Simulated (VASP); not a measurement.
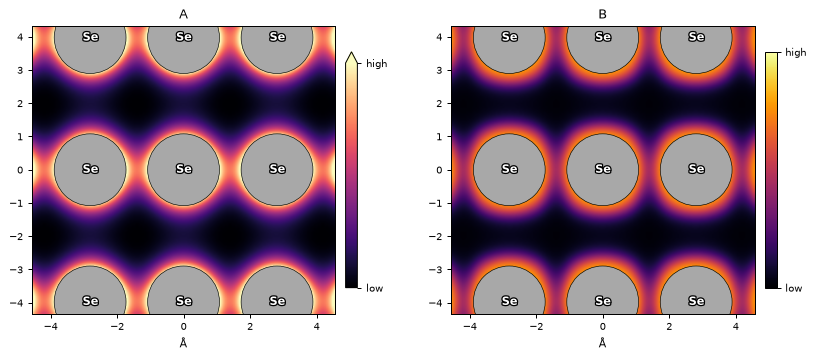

Se: 2 fields on the (110) plane of the conventional cell, with unlabelled colour scales. Grey discs cover the atomic cores.

Space group Pm-3m; a structure from a database of computed crystals, not necessarily the ambient phase.

All numbers below come from Kohn-Sham DFT of a periodic cell, PBE, VASP PAW PBE potentials, gw, light in VASP.

```
Se
1.0
     2.81056    0.00000    0.00000
     0.00000    2.81056    0.00000
     0.00000    0.00000    2.81056
Se
1
Direct
  0.00000 0.00000 0.00000
```

> Match the panels to the quantities (electron localisation function and valence pseudo-density).

Panel A: valence pseudo-density. Panel B: electron localisation function. From the grid: Se–Se (2.81 Å): the density is about 0.31 e/Å³ at the midpoint; the ELF is about 0.45 at the midpoint.
